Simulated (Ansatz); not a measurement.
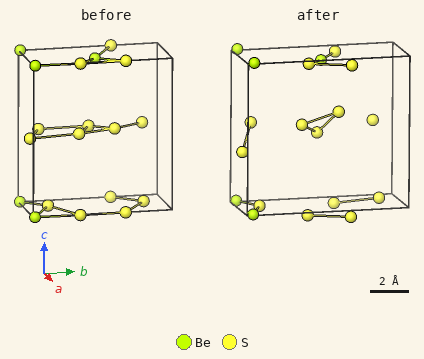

The structure of solid BeS$_{5}$ (a generated structure, set up in P1) (coarse preliminary run) before (left) and after (right) a relaxation, at one scale.

A ball-and-stick model of the cell of the calculation, seen slightly off an axis.

Computed with DFT PBE, scalar-relativistic, plane waves, PAW (Ansatz 0.2.0). (plane-wave cutoff 420 eV; k-point mesh 6 × 4 × 4; occupations gaussian; smearing width 0.2 eV; no spin polarisation; cell and atoms relaxed; force threshold 0.025 eV/Å; at most 60 steps)

**Describe what moved and what it gained.**

The run was cut off at its time limit before the relaxation converged, so the last structure is only a point on the way. Over 6 geometry steps the energy falls by 374 meV per atom. Largest force component: 2.9 eV/Å at the start, 3.2 eV/Å at the end. The pressure goes from 5.68 to 1.66 GPa. The largest move relative to the cell is that of an S atom, 0.88 Å roughly along [0 −1 3]. Largest moves by element: S 0.88 Å, Be 0.30 Å. The drawn cell changes as follows: a 4.267 → 3.978 Å (−6.8 %), b 7.460 → 8.634 Å (+15.7 %), c 8.177 → 8.186 Å (+0.1 %), α 88.8° → 88.4°, β 89.5° → 88.9°, γ 89.6° → 85.5°; the volume changes by +7.7 %. Some distances before and after: S–S 2.868 → 3.863 Å, Be–S 2.583 → 3.501 Å, S–S 2.679 → 3.554 Å, S–S 2.574 → 3.392 Å. Among the angles between lasting bonds that change: S–S–S 125.0° → 168.1°, S–S–S 123.0° → 159.7°, Be–S–S 63.7° → 99.9°. The space group stays P1 (No. 1). The run took 7.2 min on 1 thread of Intel(R) Xeon(R) Platinum 8259CL CPU @ 2.50GHz (Skylake/Cascade Lake) (shared host), peak memory 0.77 GiB.
